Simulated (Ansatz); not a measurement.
Mn (Im-3m, No. 229): the input geometry of a calculation; the starting structure was generated, so it need not be a known form of this composition.

```
Mn
1.0
     2.79503    0.00000    0.00000
     0.00000    2.79503    0.00000
     0.00000    0.00000    2.79503
Mn
2
Direct
  0.00000 0.00000 0.00000
  0.50000 0.50000 0.50000
```

What will a HAADF-like image along [111] show? Simulation: incoherent imaging, intensity Z^1.7 per atom, probe width 1.30 Å, thin sample. The display is stretched by a gamma of 0.8; percentages refer to the linear signal. A slight drift was added.

Answer. The columns repeat on a hexagonal net with a repeat of 2.28 Å (plane group p6mm). All columns are alike (Mn). The shortest distance between visible columns is 2.28 Å in projection. Along the beam the structure repeats every 2.42 Å.

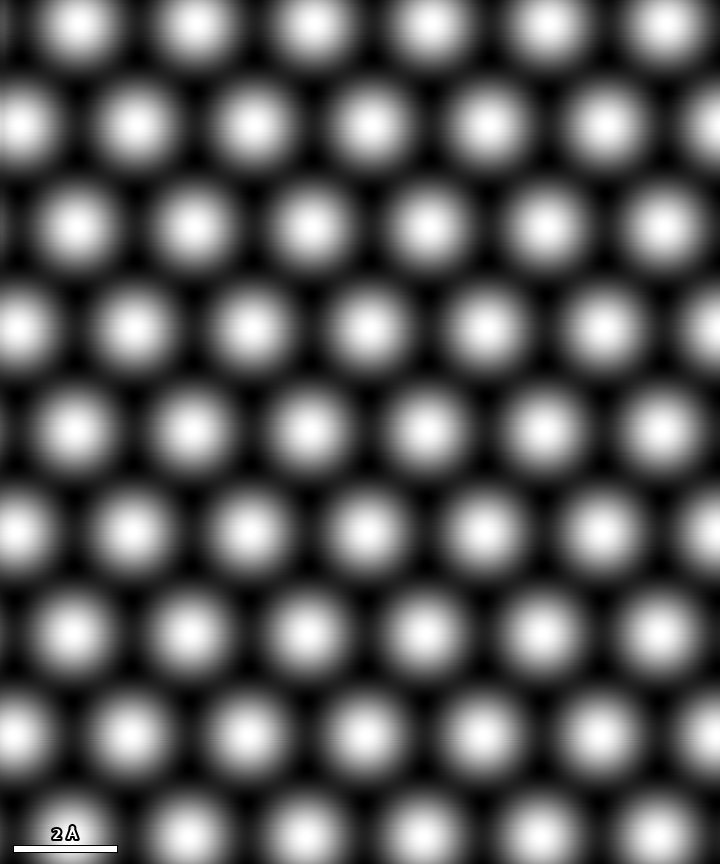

The simulated image.
